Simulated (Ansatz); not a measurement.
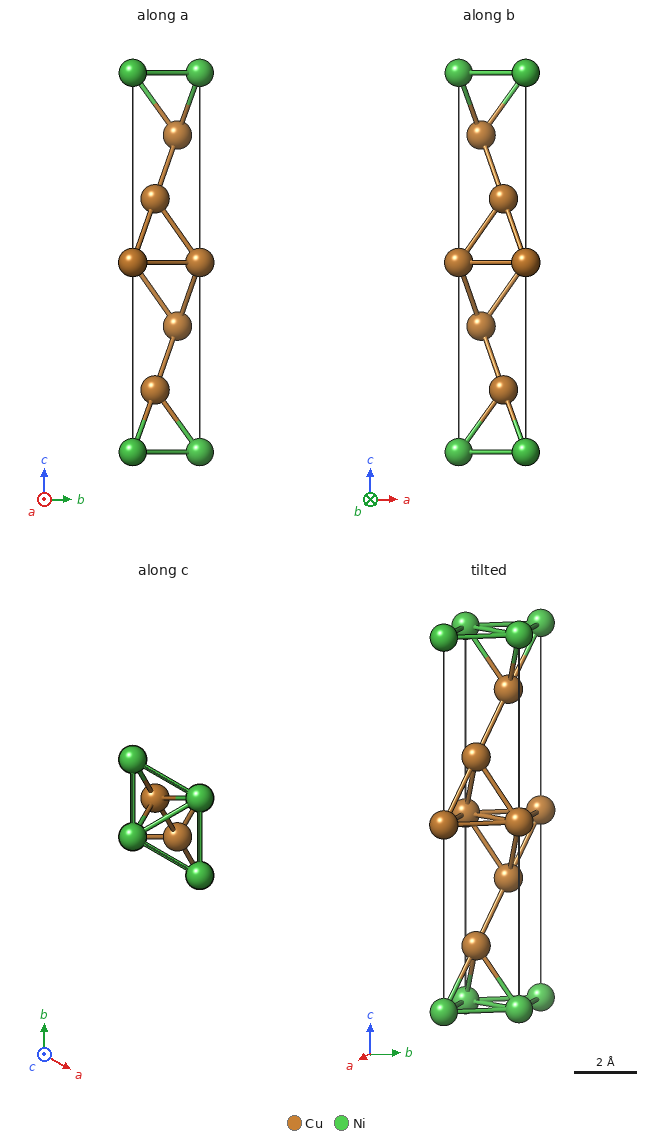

Ball-and-stick drawing of the structure, looking along the a axis, along the b axis, along the c axis and slightly off an axis. The conventional unit cell is drawn as a box.

Lattice parameters: a = 2.5240 Å, b = 2.5240 Å, c = 12.3683 Å, α = 90.000°, β = 90.000°, γ = 120.000°.

> Express the structure as a CIF in P1 with every atom of the cell, with free fractional coordinates to two decimals.

```cif
data_structure
_symmetry_space_group_name_H-M 'P 1'
_symmetry_Int_Tables_number 1
_cell_length_a 2.5240
_cell_length_b 2.5240
_cell_length_c 12.3683
_cell_angle_alpha 90.000
_cell_angle_beta 90.000
_cell_angle_gamma 120.000
_cell_volume 68.24
loop_
_atom_site_label
_atom_site_type_symbol
_atom_site_fract_x
_atom_site_fract_y
_atom_site_fract_z
_atom_site_occupancy
Cu1 Cu 0.3333 0.6667 0.84 1
Cu2 Cu 0.6667 0.3333 0.67 1
Cu3 Cu 0.00 0.00 0.50 1
Cu4 Cu 0.3333 0.6667 0.33 1
Cu5 Cu 0.6667 0.3333 0.16 1
Ni1 Ni 0.00 0.00 0.00 1
```

The initial geometry was a structure type filled with these elements by a generator (whether the compound takes this form wasn't checked). It was relaxed at fixed volume with Ansatz, DFT PBE, scalar-relativistic, plane waves, PAW.

At this level of theory the run's own cell isn't at rest (compressed, at 5 GPa), so its distances can differ from those at equilibrium, the more so the softer the solid.
